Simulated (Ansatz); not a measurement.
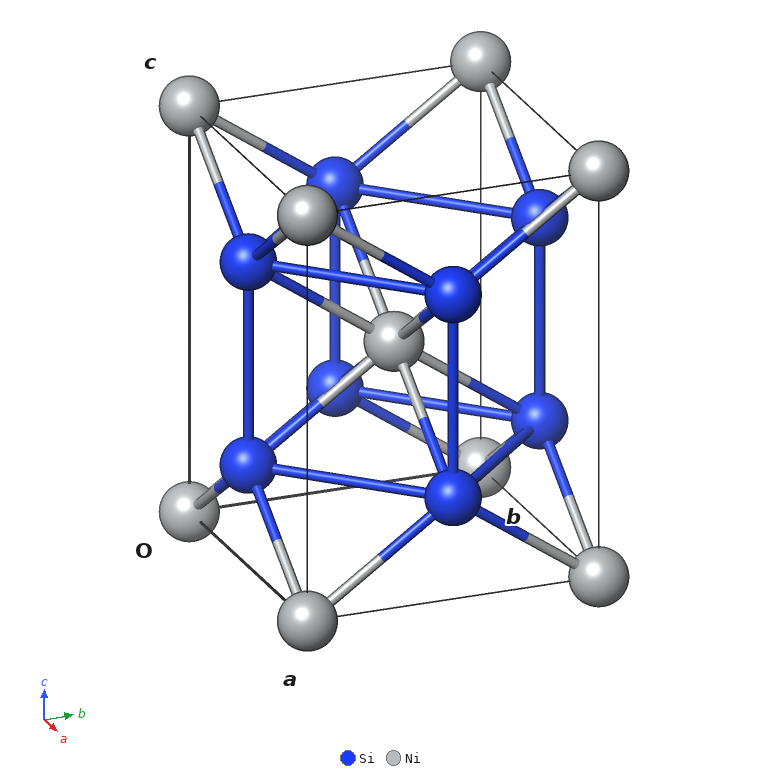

Crystal: Si2Ni, the end point of a relaxation (final pressure about 20 GPa) with DFT, PAW plane waves, lda, spin-orbit (Ansatz). One unit cell is drawn above. All values are computed from the atomic coordinates in the standard setting (tolerance 0.002 Å).

```yaml
crystal:
  lattice:
    - [3.68554, 0.00000, 0.00000]
    - [0.00000, 3.68554, 0.00000]
    - [0.00000, 0.00000, 5.13206]
  atoms:
    - { symbol: Si, position: [0.50000, 0.00000, 0.25000] }
    - { symbol: Si, position: [0.00000, 0.50000, 0.25000] }
    - { symbol: Ni, position: [0.00000, 0.00000, 0.00000] }
    - { symbol: Si, position: [0.00000, 0.50000, 0.75000] }
    - { symbol: Si, position: [0.50000, 0.00000, 0.75000] }
    - { symbol: Ni, position: [0.50000, 0.50000, 0.50000] }
```

What is its point group?

4/mmm (D4h), order 16, tetragonal system: one fourfold axis, four twofold axes, five mirror planes, an inversion centre.

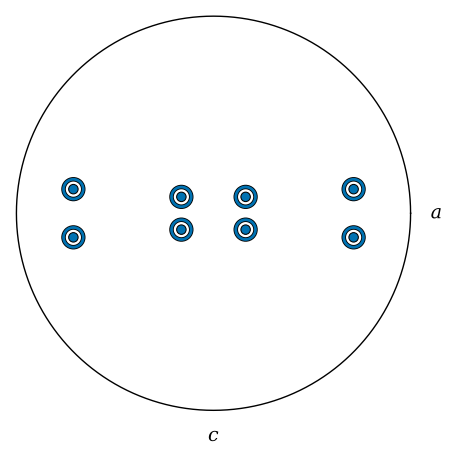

Stereographic projection: filled dots lie in the upper hemisphere, open rings in the lower. The poles are one general form. The b axis points at the viewer.

What does this class allow?

Class 4/mmm is centrosymmetric, so neither piezoelectric nor pyroelectric; it is not chiral. Its Laue class is 4/mmm.
